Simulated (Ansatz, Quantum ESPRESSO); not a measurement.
# SnO2 [001], rutile: pulling along c

The c axis is held at a set length while the cell relaxes sideways. How do the lateral strain and the stress follow? The strained cell has c along the load; unstrained it is a = 4.7686 Å, b = 4.7686 Å, c = 3.2114 Å, α = 90.00°, β = 90.00°, γ = 90.00°, with 6 atoms.

Calculated with Ansatz 0.2.0, PBEsol, PAW files of the set soft_1, cutoff 600 eV, Fermi–Dirac smearing 0.02 eV, k-mesh 6×6×9, no spin polarisation, no spin-orbit coupling.

Relaxed positions at 0 %:

```csv
atom,x,y,z
Sn,0.0000,0.0000,0.0000
Sn,0.5000,0.5000,0.5000
O,0.3063,0.3063,0.0000
O,0.1937,0.8063,0.5000
O,0.6937,0.6937,0.0000
O,0.8063,0.1937,0.5000
```

| ε_c (%) | a (Å) | c (Å) | ε_a (%) | σ (GPa, tension positive) |
| --- | --- | --- | --- | --- |
| −3 | 4.8218 | 3.1150 | 1.115 | −9.74 |
| −1 | 4.7865 | 3.1793 | 0.375 | −3.06 |
| 0 | 4.7686 | 3.2114 | 0.000 | 0.00 |
| 1 | 4.7511 | 3.2435 | −0.367 | 2.90 |
| 2 | 4.7341 | 3.2756 | −0.723 | 5.64 |
| 3 | 4.7172 | 3.3077 | −1.077 | 8.21 |

**Question.** Fit both responses and give the free strain and the stress at −2 %, a row left out above.

Least squares with y = y0 + y1 ε + y2 ε² (ε in %) gives ε_a = 0.001 + (−0.3659) ε + (0.0020) ε² and σ = 0.00 + (2.990) ε + (−0.085) ε² GPa. The linear terms put the ratio of free to applied strain at −0.366 and the Young modulus at 299 GPa.

At −2 % the free strain comes out as 0.741 %. The run itself gives 0.742 %, so the estimate misses by 0.001 %; the fitted rows themselves lie up to 0.006 % off the law.

The stress comes out as −6.32 GPa. The run itself gives −6.32 GPa, so the estimate misses by 0.00 GPa, a rounding's worth.

The negative ε² term means that the crystal stiffens in compression and softens in tension.

The same fit over all rows at other levels or in other programs gives the strain ratio = −0.367 with PBEsol (Quantum ESPRESSO, PseudoDojo).

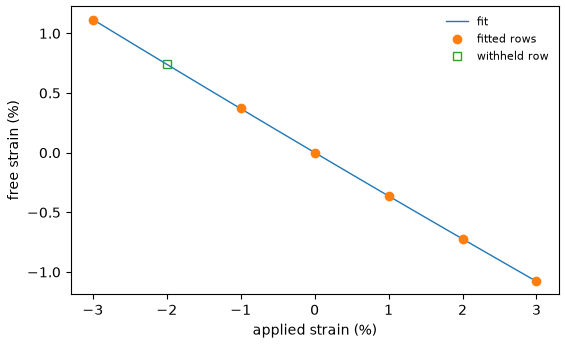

The fitted law, the rows behind it and the withheld row.

[Logs are printed without paths, hosts, clocks, repeated set-up lines and the standing remarks that a program may print on its own settings, such as how far it seeks lower states.]
